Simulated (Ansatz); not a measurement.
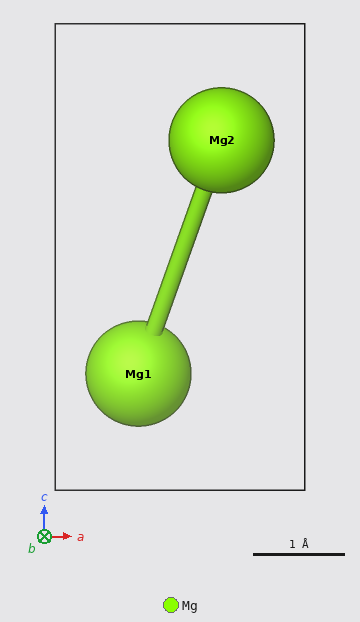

The structure as given in the input (ball-and-stick view of the cell of the calculation, along the b axis; atoms are numbered from 1 in the order of the input).

Geometry relaxation of Mg

The run: geometry relaxation of Mg (P6₃/mmc, 2 atoms in the cell). Method and program: DFT PBE, scalar-relativistic, plane waves, PAW, no spin polarisation (Ansatz 0.2.0).

The structure derives from a Materials Project entry. Figures and captions count atoms from 1; the log counts them from 0 in places.

## The program's output
```
Engine: ansatz 0.2.0, x86_64-unknown-linux-gnu
Pseudopotentials: kind: paw
Pseudopotential: Mg, paw, valence charge 10, recommended cutoff 420 eV (normal), Mg.paw.azcp
Functional definition: PBE
  parameter kappa = 0.804
  parameter beta = 0.06672455060314922
  exchange = pbe_x(kappa = kappa, mu = beta*pi^2/3)
  correlation = pbe_c(beta = beta)
Crystal: 2 atoms, lattice volume = 44.799 Å³
Basis set: ecut = 420 eV, 881 PW (Γ), exchange–correlation on 48×48×72 points (8 copies of the dense FFT grid, shifted against one another)
Bands: 14, of which v1, the nominal top of the filled ones, is band 10 counted from 1 (9 counted from 0)
Symmetry: 24 space group operations
Space group: P63/mmc (ITA 194), of the structure as read, at distance tolerance 3.6e-5 Å
k-points: 185 of 2592
Non-local potential: Mg, projectors of the file, l = 0: 3, l = 1: 2, l = 2: 1
PAW form: soft (Blöchl's): semilocal exchange-correlation on the pseudo side does not see the compensation charge
PAW one-centre angular grid: Mg, 110 points (default); XC on 64 Gauss nodes
Initial density: superposition of atomic densities (neutral atoms: chi_scale 0, normalization atom), corrected by the library's trained network
Initial wavefunctions: pseudopotential atomic-orbital guess
Functional: x = pbe(κ = 0.804, μ = 0.2195149727645171), c = pbe(β = 0.06672455060314922)
SCF iter   1: F=—  HF=-3847.605127 eV  |F-HF|=—  |Δ(HF+E_count)|=         —  Δρ=9.61e-4  dr2=4.95e-4  ethr=1.77e-3  ⟨swp⟩=5.0  Hψ=12969  notcnv=0
preconditioner: auto → none  [metal: Δε(μ)=0.026 eV  Ē_g=7.014 eV  σ=0.100 eV  W_gap=0.15  n_scr=8 (ndim 8)  ℏωp=11.1 eV  f_vac=0.000  D(μ)=0.91/eV (n_scr^D=2)  sad-step TF]
SCF iter   2: F=—  HF=-3847.604765 eV  |F-HF|=—  |Δ(HF+E_count)|=   3.62e-4  Δρ=6.33e-4  dr2=2.18e-4  ethr=2.48e-6  ⟨swp⟩=2.4  Hψ=5586  notcnv=0
SCF iter   3: F=—  HF=-3847.604776 eV  |F-HF|=—  |Δ(HF+E_count)|=   1.10e-5  Δρ=2.79e-4  dr2=1.72e-5  ethr=1.09e-6  ⟨swp⟩=2.0  Hψ=4359  notcnv=0
SCF iter   4: F=—  HF=-3847.604765 eV  |F-HF|=—  |Δ(HF+E_count)|=   1.10e-5  Δρ=1.05e-4  dr2=2.44e-6  ethr=8.61e-8  ⟨swp⟩=2.0  Hψ=4066  notcnv=0
iter 5 did not close the SCF: its close was put off for the readings that it lacked (scf_convergence_deferred on its scf_iter line)
SCF iter   5: F=-3847.604763 eV  HF=-3847.604763 eV  |F-HF|=3.04e-9  |Δ(HF+E_count)|=   2.00e-6  Δρ=7.56e-6  dr2=1.03e-8  ethr=1.22e-8  ⟨swp⟩=2.0  Hψ=4142  notcnv=0
SCF iter   6: F=-3847.604763 eV  HF=-3847.604763 eV  |F-HF|=5.30e-9  |Δ(HF+E_count)|=   9.43e-9  Δρ=4.58e-6  dr2=4.36e-9  ethr=5.17e-11  ⟨swp⟩=2.1  Hψ=8183  notcnv=0
SCF 1 converged in 6 iterations: F = -3847.604763 eV  dr2 = 4.36e-9
  greatest PAW one-centre occupation: 1.000 electrons in one spin orbital (limit 2), on the Mg atom at site 1 (counted from 0), in its partial waves of l = 0
relax step   1: F+E_penalty+E_count = -3847.60476328 eV  Δ(F+E_penalty+E_count) = +0.000e0 eV  max|allowed force component| = 3.007e-17 eV/Å  Δτ_max = 0.0000 Å  P = +0.894 GPa  Ω = 44.799 Å³  (6 SCF iters, dr2 threshold 1.00e-7 eV, accepted)
Crystal: 2 atoms, lattice volume = 45.703 Å³
Basis set: ecut = 420 eV, 905 PW (Γ), exchange–correlation on 48×48×72 points (8 copies of the dense FFT grid, shifted against one another)
Initial density: handed on by an earlier stage of this run
Initial wavefunctions: those handed on with the density
iter 1 solved again at ethr=7.48e-8 eV; its pass at ethr=3.10e-3 eV (dr2=1.50e-5 eV) is discarded
SCF iter   1: F=—  HF=-3847.608000 eV  |F-HF|=—  |Δ(HF+E_count)|=         —  Δρ=1.56e-4  dr2=1.31e-5  ethr=7.48e-8  ⟨swp⟩=3.0  Hψ=20212  notcnv=0
preconditioner: auto → none  [metal: Δε(μ)=0.008 eV  Ē_g=6.926 eV  σ=0.100 eV  W_gap=0.05  n_scr=8 (ndim 8)  ℏωp=11.0 eV  f_vac=0.000  D(μ)=0.94/eV (n_scr^D=2)]
SCF iter   2: F=—  HF=-3847.607981 eV  |F-HF|=—  |Δ(HF+E_count)|=   1.92e-5  Δρ=7.98e-5  dr2=3.30e-6  ethr=6.53e-8  ⟨swp⟩=1.0  Hψ=2671  notcnv=0
SCF iter   3: F=-3847.607972 eV  HF=-3847.607972 eV  |F-HF|=1.20e-8  |Δ(HF+E_count)|=   8.40e-6  Δρ=5.64e-6  dr2=6.35e-9  ethr=1.00e-9  ⟨swp⟩=3.9  Hψ=13185  notcnv=0
SCF 2 converged in 3 iterations: F = -3847.607972 eV  dr2 = 6.35e-9
relax step   2: F+E_penalty+E_count = -3847.60797239 eV  Δ(F+E_penalty+E_count) = -3.209e-3 eV  max|allowed force component| = 2.544e-17 eV/Å  Δτ_max = 0.0000 Å  P = +0.132 GPa  Ω = 45.703 Å³  energy of the carried Pulay correction = -1.766e-5 eV  (3 SCF iters, dr2 threshold 2.00e-7 eV, accepted)
Crystal: 2 atoms, lattice volume = 45.882 Å³
iter 1 solved again at ethr=1.13e-8 eV; its pass at ethr=3.10e-3 eV (dr2=2.27e-6 eV) is discarded
SCF iter   1: F=—  HF=-3847.608158 eV  |F-HF|=—  |Δ(HF+E_count)|=         —  Δρ=6.42e-5  dr2=2.60e-6  ethr=1.13e-8  ⟨swp⟩=3.2  Hψ=19674  notcnv=0
preconditioner: auto → none  [metal: Δε(μ)=0.012 eV  Ē_g=6.906 eV  σ=0.100 eV  W_gap=0.07  n_scr=8 (ndim 8)  ℏωp=11.0 eV  f_vac=0.000  D(μ)=0.93/eV (n_scr^D=2)]
SCF iter   2: F=—  HF=-3847.608163 eV  |F-HF|=—  |Δ(HF+E_count)|=   4.34e-6  Δρ=3.02e-5  dr2=5.53e-7  ethr=1.13e-8  ⟨swp⟩=1.0  Hψ=2590  notcnv=0
SCF iter   3: F=-3847.608162 eV  HF=-3847.608162 eV  |F-HF|=1.09e-9  |Δ(HF+E_count)|=   4.46e-7  Δρ=1.71e-6  dr2=6.94e-10  ethr=5.91e-10  ⟨swp⟩=5.8  Hψ=13090  notcnv=0
SCF 3 converged in 3 iterations: F = -3847.608162 eV  dr2 = 6.94e-10
relax step   3: F+E_penalty+E_count = -3847.60816214 eV  Δ(F+E_penalty+E_count) = -1.898e-4 eV  max|allowed force component| = 1.619e-17 eV/Å  Δτ_max = 0.0000 Å  P = -0.009 GPa  Ω = 45.882 Å³  energy of the carried Pulay correction = -2.118e-5 eV  (3 SCF iters, dr2 threshold 1.18e-7 eV, accepted)
Crystal: 2 atoms, lattice volume = 45.887 Å³
iter 1 solved again at ethr=1.71e-9 eV; its pass at ethr=3.10e-3 eV (dr2=3.43e-7 eV) is discarded
SCF iter   1: F=—  HF=-3847.608172 eV  |F-HF|=—  |Δ(HF+E_count)|=         —  Δρ=2.48e-5  dr2=4.01e-7  ethr=1.71e-9  ⟨swp⟩=3.6  Hψ=19662  notcnv=0
preconditioner: auto → none  [metal: Δε(μ)=0.020 eV  Ē_g=6.904 eV  σ=0.100 eV  W_gap=0.11  n_scr=8 (ndim 8)  ℏωp=11.0 eV  f_vac=0.000  D(μ)=0.93/eV (n_scr^D=2)]
SCF iter   2: F=—  HF=-3847.608177 eV  |F-HF|=—  |Δ(HF+E_count)|=   4.42e-6  Δρ=1.14e-5  dr2=8.35e-8  ethr=1.71e-9  ⟨swp⟩=2.0  Hψ=2944  notcnv=0
SCF iter   3: F=-3847.608177 eV  HF=-3847.608177 eV  |F-HF|=5.78e-11  |Δ(HF+E_count)|=   2.21e-8  Δρ=6.97e-7  dr2=1.37e-10  ethr=5.57e-11  ⟨swp⟩=3.8  Hψ=9926  notcnv=0
SCF 4 converged in 3 iterations: F = -3847.608177 eV  dr2 = 1.37e-10
relax step   4: F+E_penalty+E_count = -3847.60817663 eV  Δ(F+E_penalty+E_count) = -1.449e-5 eV  max|allowed force component| = 6.939e-18 eV/Å  Δτ_max = 0.0000 Å  P = -0.012 GPa  Ω = 45.887 Å³  energy of the carried Pulay correction = -2.131e-5 eV  (3 SCF iters, dr2 threshold 1.11e-8 eV, accepted)
Initial wavefunctions: pseudopotential atomic-orbital guess (no wavefunctions were taken with the density)
iter 1 solved again at ethr=2.44e-8 eV; its pass at ethr=3.10e-3 eV (dr2=4.87e-6 eV) is discarded
SCF iter   1: F=—  HF=-3847.608189 eV  |F-HF|=—  |Δ(HF+E_count)|=         —  Δρ=5.07e-5  dr2=2.73e-8  ethr=2.44e-8  ⟨swp⟩=3.7  Hψ=20759  notcnv=0
SCF iter   2: F=—  HF=-3847.608195 eV  |F-HF|=—  |Δ(HF+E_count)|=   6.79e-6  Δρ=2.53e-5  dr2=6.41e-9  ethr=1.37e-10  ⟨swp⟩=2.0  Hψ=4468  notcnv=0
SCF iter   3: F=—  HF=-3847.608196 eV  |F-HF|=—  |Δ(HF+E_count)|=   1.01e-6  Δρ=2.25e-6  dr2=9.06e-11  ethr=3.20e-11  ⟨swp⟩=2.0  Hψ=2999  notcnv=0
SCF iter   4: F=-3847.608196 eV  HF=-3847.608196 eV  |F-HF|=5.46e-12  |Δ(HF+E_count)|=   7.69e-9  Δρ=1.27e-7  dr2=4.59e-12  ethr=1.00e-12  ⟨swp⟩=6.2  Hψ=10223  notcnv=0
SCF 5 converged in 4 iterations: F = -3847.608196 eV  dr2 = 4.59e-12
relax step   5: F+E_penalty+E_count = -3847.60819637 eV  Δ(F+E_penalty+E_count) = -1.974e-5 eV  max|allowed force component| = 2.082e-17 eV/Å  Δτ_max = 0.0000 Å  P = -0.012 GPa  Ω = 45.887 Å³  stress off target by 2.23e-2 GPa  SCF on the basis re-selected at this cell (its energy is not comparable with the rows above)  (4 SCF iters)
```

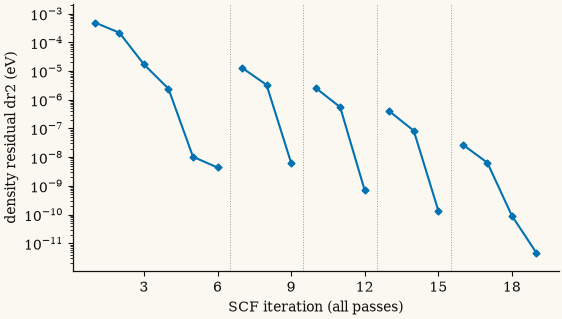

Convergence of the self-consistent field: density residual dr2 against the SCF iteration. The dotted lines part the SCF passes of the relaxation: geometry steps, rejected trials and re-solves on a re-selected basis. The 5 passes take 3 to 6 iterations each, 19 in all.

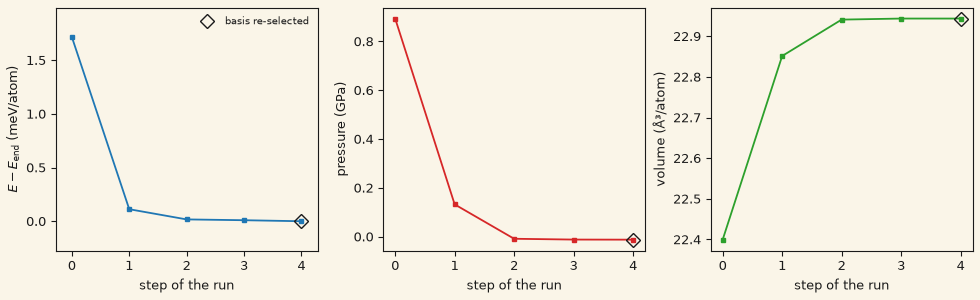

Progress of the relaxation, step by step (the first geometry is step 0 here and step 1 in the log).

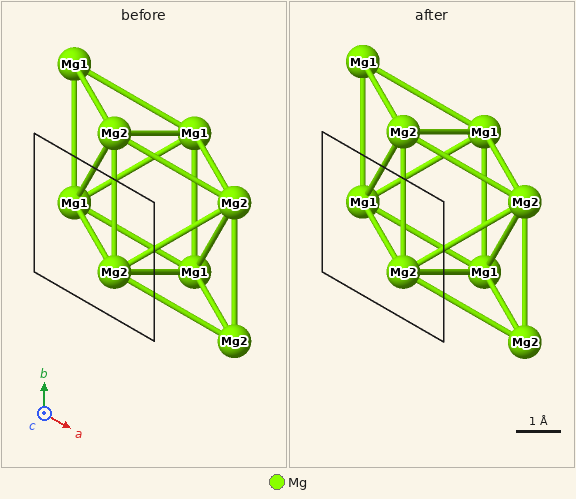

Before (left) and after (right) the relaxation, at one scale (ball-and-stick view of the cell of the calculation, repeated 2 × 2 × 1, along the c axis). Over 3 geometry steps the energy falls by 1.7 meV per atom. All forces vanish by symmetry, so only the cell relaxes. The pressure goes from 0.89 to −0.01 GPa. The atoms keep their places relative to the cell (all moves are under 0.005 Å). The drawn cell changes as follows: a = b 3.172 → 3.209 Å (+1.2 %), c 5.141 → 5.146 Å (+0.1 %); the volume changes by +2.4 %. Distances before and after: Mg1–Mg1 3.172 → 3.209 Å, Mg1–Mg2 3.156 → 3.171 Å. The space group stays P6_3/mmc (No. 194). A last SCF at the same geometry on a re-selected plane-wave basis shifts the energy by next to nothing (0.0 meV per atom). (Atoms are counted from 1 in the order of the input.)

```
basis re-selected at this cell: Δ(F+E_penalty+E_count) = -1.974e-5 eV, ΔP = -0.000 GPa vs the last step (what re-selecting the basis moved, of the pressure what is left beyond the Pulay correction that the steps carried, after the strain that the cell walked since its last selection, with what the two solves' SCF thresholds leave and, on support functions, any second-order correction that the steps lacked; it is no measure of the basis error at this ecutwfc). This SCF's stress stands 2.23e-2 GPa from its target on what of the cell is left free (relax.cell.stress_tol is 5.00e-2 GPa) and its largest allowed force component is 2.08e-17 eV/Å (relax.f_tol is 5.00e-3 eV/Å): within both
SCF converged after 4 iterations
Free energy (F): -3847.608196 eV
Harris-Foulkes:  -3847.608196 eV  (|F-HF|=5.46e-12)
Internal energy: -3847.603569 eV  (E = F + TS)
E sigma→0 (E₀):  -3847.605883 eV
Entropy (-TS):   -0.004628 eV (-2.314 meV/atom)
Fermi energy:    5.667070 eV
--- Per-component energies (eV) ---
  E_band       = -714.833456
  E_kinetic    = 149.662916
  E_local      = -3240.468696  (includes V_loc(G=0)·N_el)
  E_nonlocal   = 191.359820
  E_hartree    = 1157.221650
  E_xc         = -56.826722
  E_vxc        = -73.307486  (∫ρ·V_xc dr)
  E_paw        = -585.036683  (= ΣΔE_a)
  E_vpaw       = -56.523352  (= ΣTr[D̂ρ^β])
  E_aug_tail   = -0.000007  (compensation charges beyond the density's cutoff)
  E_ewald      = -1463.515846
  E_smearing   = -0.004628  (= −TS)
  E_closure    = 0.000000  (closes the sum)
  Σ components = -3847.608196   (vs F -3847.608196, Δ=0.00e0)
--- Forces (eV/Å), atoms counted from 1 ---
  atom   1  Mg     0.00000000    -0.00000000     0.00000000
  atom   2  Mg     0.00000000     0.00000000     0.00000000
  max |Σ_I F_I| component: 9.25e-18 eV/Å
--- Stress (GPa, compression-positive) ---
       -0.007345      -0.000000       0.000000
       -0.000000      -0.007345       0.000000
        0.000000       0.000000      -0.022282
  P = ⅓ Tr σ = -0.0123 GPa (-0.123 kbar)
--- Band table (eV; the first three rows and the last of 185) ---
  k-point 0: bands = ["-70.3439", "-70.3408", "-37.1147", "-37.0862", "-37.0862", "-37.0810", "-37.0809", "-37.0809", "-1.2780", "4.0418", "4.5291", "16.4582", "16.4582", "16.5518"]
  k-point 1: bands = ["-70.3438", "-70.3409", "-37.1134", "-37.0860", "-37.0860", "-37.0823", "-37.0811", "-37.0811", "-1.1886", "2.9876", "5.7368", "16.5288", "16.5288", "16.6122"]
  k-point 2: bands = ["-70.3435", "-70.3412", "-37.1098", "-37.0860", "-37.0854", "-37.0854", "-37.0817", "-37.0817", "-0.9211", "1.8801", "7.3042", "14.8891", "16.7331", "16.7331"]
  k-point 184: bands = ["-70.3404", "-70.3404", "-37.1071", "-37.1071", "-37.0994", "-37.0994", "-37.0871", "-37.0871", "5.8283", "5.8283", "6.3176", "6.3176", "7.1623", "7.1623"]
--- Relaxed structure (4 steps of the walk, 4 accepted, 1 SCFs on fresh bases) ---
  F+E_penalty+E_count = -3847.60819637 eV   max|allowed force component| = 2.082e-17 eV/Å   (the final SCF, on the basis selected at the relaxed cell)
  cell:  # Å, volume = 45.8871 Å³
    - [3.2088450312709442, -2.920261635496302e-9, 0.0]
    - [-1.6044225131064516, 2.7789413153482396, 0.0]
    - [0.0, 0.0, 5.145916196463947]
  atoms:
    - { symbol: Mg, position: [0.33333333333333326, 0.6666666666666666, 0.25] }
    - { symbol: Mg, position: [0.6666666666666666, 0.3333333333333334, 0.7499999999999999] }
```

## Trajectory as extended XYZ (Å, eV, eV/Å), 5 frames, from step=1 to step=5
```
2
Lattice="3.1720 0.0000 0.0000 -1.5860 2.7471 0.0000 0.0000 0.0000 5.1412" Properties=species:S:1:pos:R:3:forces:R:3 step=1 energy=-3847.60476 pressure_GPa=0.89
Mg    0.0000    1.8314    1.2853    0.0000   0.0000   0.0000
Mg    1.5860    0.9157    3.8559    0.0000   0.0000   0.0000
2
Lattice="3.1989 0.0000 0.0000 -1.5994 2.7703 0.0000 0.0000 0.0000 5.1573" Properties=species:S:1:pos:R:3:forces:R:3 step=2 energy=-3847.60797 pressure_GPa=0.13
Mg    0.0000    1.8469    1.2893    0.0000   0.0000   0.0000
Mg    1.5994    0.9234    3.8680    0.0000   0.0000   0.0000
2
Lattice="3.2071 0.0000 0.0000 -1.6035 2.7774 0.0000 0.0000 0.0000 5.1510" Properties=species:S:1:pos:R:3:forces:R:3 step=3 energy=-3847.60816 pressure_GPa=-0.01
Mg    0.0000    1.8516    1.2877    0.0000   0.0000   0.0000
Mg    1.6035    0.9258    3.8632    0.0000   0.0000   0.0000
2
Lattice="3.2088 0.0000 0.0000 -1.6044 2.7789 0.0000 0.0000 0.0000 5.1459" Properties=species:S:1:pos:R:3:forces:R:3 step=4 energy=-3847.60818 pressure_GPa=-0.01
Mg    0.0000    1.8526    1.2865    0.0000   0.0000   0.0000
Mg    1.6044    0.9263    3.8594    0.0000   0.0000   0.0000
2
Lattice="3.2088 0.0000 0.0000 -1.6044 2.7789 0.0000 0.0000 0.0000 5.1459" Properties=species:S:1:pos:R:3:forces:R:3 step=5 energy=-3847.60820 pressure_GPa=-0.01
Mg    0.0000    1.8526    1.2865    0.0000   0.0000   0.0000
Mg    1.6044    0.9263    3.8594    0.0000   0.0000   0.0000
```

This output came from the following input.

## The input
```yaml
crystal:
  lattice:
    - [3.17202329, 0.0, 0.0]
    - [-1.58601164, 2.74705275, 0.0]
    - [0.0, 0.0, 5.1412049]
  atoms:
    - { symbol: Mg, position: [0.33333333, 0.66666667, 0.25] }
    - { symbol: Mg, position: [0.66666667, 0.33333333, 0.75] }
basis:
  ecutwfc: 420
kpoints:
  mp_grid: { grid: [18, 18, 8] }
hamiltonian:
  xc: pbe
scf:
  occupations: { method: gaussian, width: 0.1 }
output:
  forces: true
  stress: true
  eigenvalues: true
relax:
  adjacent_minimum: "off"
  f_tol: 0.005
  max_steps: 80
  cell: { stress_tol: 0.05 }
```

Run as:
```bash
ansatz run input.yaml --threads 8 --pin off --max-ram 20480MiB --backend cpu --events-out ev --progress --plain --runs-dir out
```

## Summary

```tsv
quantity	value
outcome	converged
space group (tolerance 0.01 Å)	P6₃/mmc (194)
electrons treated	20
free energy	−3847.6082 eV
Fermi energy	5.667 eV
gap on the k-point mesh	none (metallic)
pressure	−0.01 GPa
final volume	45.89 Å³
largest force (length of the vector) at the end	under 0.001 eV/Å
final cell	a = 3.209 Å, b = 3.209 Å, c = 5.146 Å, α = 90.00°, β = 90.00°, γ = 120.00°
hardware	8 threads of Intel Xeon @ 2.10GHz (Emerald Rapids), 189 GiB of memory available, shared host
wall time	6.6 s (CPU time 33 s)
peak memory	0.48 GiB
```
